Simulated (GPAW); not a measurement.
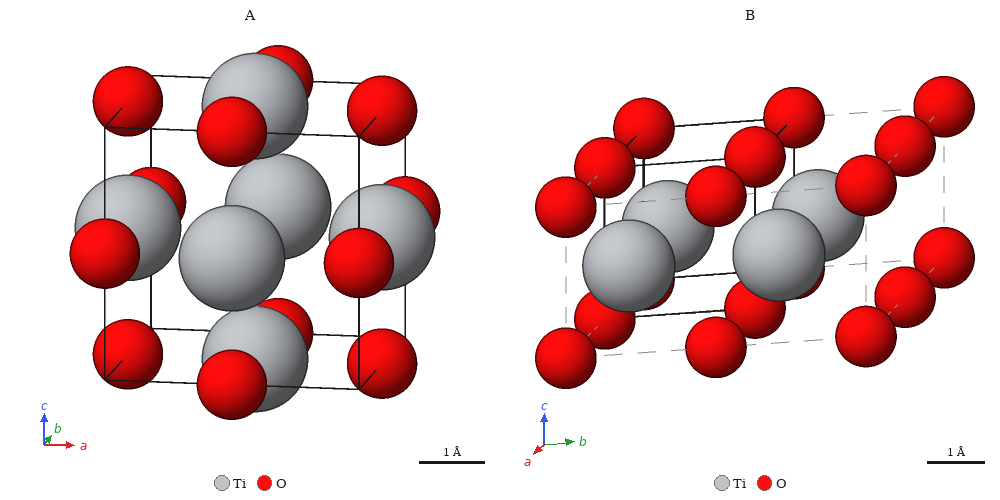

Two structures of TiO, each relaxed (cell and atoms) at zero pressure; conventional cells in solid outline, small ones repeated, each panel with its own scale. Alike in all runs: GPAW 26.7.0; functional PBEsol; dispersion D3(BJ); potentials PAW data sets generated in the run's folder for this functional; cutoff 800 eV; occupations fermi-dirac, width 0.05 eV; no spin polarisation; no spin-orbit coupling. The k meshes have like spacings.

Question: Name the structure in each panel.

Answer: A: 6 atoms a cell on a primitive cubic lattice, Pm-3m; B: tungsten carbide (WC) type, P-6m2.

Question: Rank them by energy, lowest first.

Answer: B, then A (+113 meV/atom), static energies at zero smearing.

Question: Collect the results in a table.

Answer:
| panel | space group | E − E(lowest) (meV/atom) | volume (Å³/atom) |
| --- | --- | --- | --- |
| B | P-6m2 | 0 | 9.2 |
| A | Pm-3m | 113 | 10.8 |

The starts are database entries or structure types tried for this composition, and the most stable form need not be among them.

Caveat: later steps reuse the first step's grids.
